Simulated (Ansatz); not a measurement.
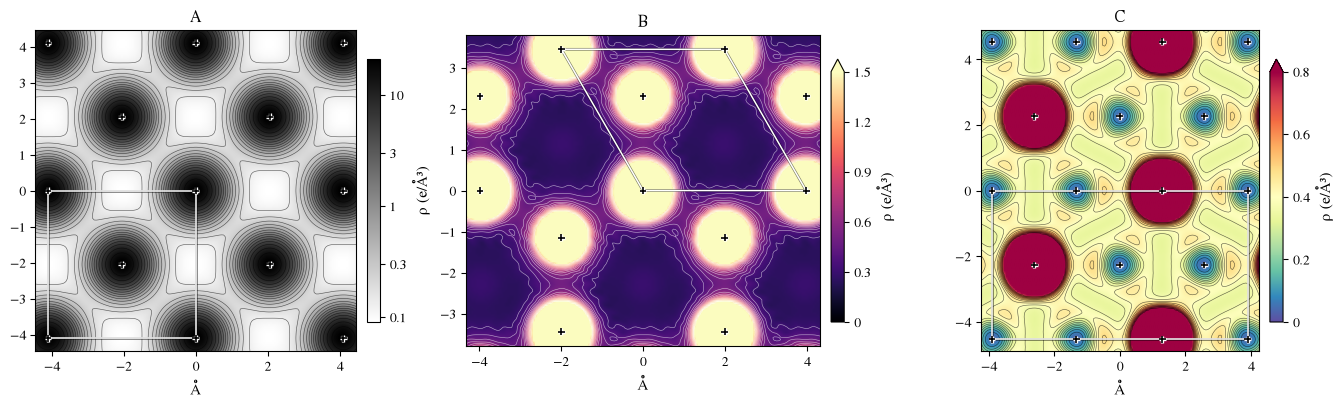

The valence electron density of 3 systems, each on a plane through atoms (crosses mark nuclei in the plane).

Computed with Ansatz 0.2.0, DFT r2SCAN, scalar-relativistic, plane waves, PAW.

System 1: Si2W, the (11̄0) plane of the conventional cell. Space group I4/mmm.

System 2: Ag, the (100) plane of the conventional cell. Space group Fm-3m; computed without spin polarisation.

System 3: Ni2Ge, the (001) plane of the conventional cell. Space group P6₃/mmc; a structure from a database of computed crystals, not necessarily the ambient phase; computed without spin polarisation.

```
CELL_PARAMETERS angstrom
3.97814 0.00000 0.00000
-1.98907 3.44517 0.00000
0.00000 0.00000 5.03738
ATOMIC_POSITIONS crystal
Ni 0.66667 0.33333 0.25000
Ni 0.33333 0.66667 0.75000
Ni 0.00000 0.00000 0.00000
Ni 0.00000 0.00000 0.50000
Ge 0.66667 0.33333 0.75000
Ge 0.33333 0.66667 0.25000
```

Q: Which map belongs to which system?

A: Panel A is system 2, Ag: the plane holds Ag. Ag–Ag (2.90 Å): ρ at the midpoint is about 0.2 e/Å³. Panel B is system 3, Ni2Ge: the plane holds Ni and Ge. Ni–Ge (2.30 Å): ρ at the midpoint is about 0.51 e/Å³. Panel C is system 1, Si2W: the plane holds Si and W. Si–W (2.61 Å): the density is about 0.43 e/Å³ at the midpoint.
